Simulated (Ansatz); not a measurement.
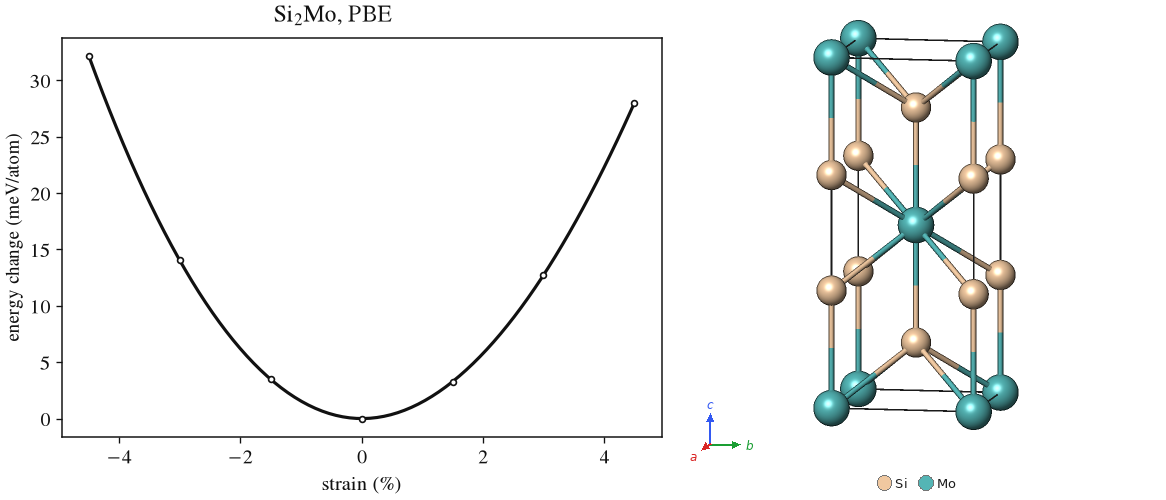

The plot gives the computed energy change against strain for Si₂Mo, space group I4/mmm (No. 139). The cell is drawn beside the plot.

Starting cell:
```xyz
6
Lattice="3.2168 0.0000 0.0000 0.0000 3.2168 0.0000 0.0000 0.0000 7.8730" Properties=species:S:1:pos:R:3 pbc="T T T"
Si    0.0000    0.0000    2.6382
Si    1.6084    1.6084    1.2983
Si    1.6084    1.6084    6.5748
Si    0.0000    0.0000    5.2348
Mo    0.0000    0.0000    0.0000
Mo    1.6084    1.6084    3.9365
```

How it was computed, with Ansatz 0.2.0: energy, stress and cell of a relaxed crystal along a series of strains, atoms and what the cell freedom names relaxed within the symmetry; stress is positive in compression; plane waves with PAW datasets, Γ-centred k mesh; energies extrapolated to zero smearing. Level: PBE, no spin polarisation.

```json
{"setting": "wave cutoff", "value": "420 eV"}
{"setting": "k mesh", "value": "12×12×6"}
{"setting": "occupations", "value": "Gaussian"}
{"setting": "smearing width", "value": "0.1 eV"}
{"setting": "strain kind", "value": "uniaxial along a"}
{"setting": "cell freedom", "value": "lengths b and c free, angles held"}
```

From this curve and the settings, what does the calculation give for the volume change, c/a and stress xx at the same points?

The volume change rises from −2.65 % at strain −4.5 % to 2.82 % at 4.5 %. The c/a falls from 2.5800 at strain −4.5 % to 2.3291 at 4.5 %. The stress xx falls from 17.05 GPa at strain −4.5 % to −14.38 GPa at 4.5 %, and changes sign near 0.0 %.

```
strain (%)  volume change (%)     c/a  stress xx (GPa)
      -4.5              -2.65  2.5800            17.05
      -3.0              -1.78  2.5339            11.06
      -1.5              -0.90  2.4897             5.42
       0.0               0.00  2.4474             0.03
       1.5               0.93  2.4065            -5.09
       3.0               1.87  2.3671            -9.89
       4.5               2.82  2.3291           -14.38
```
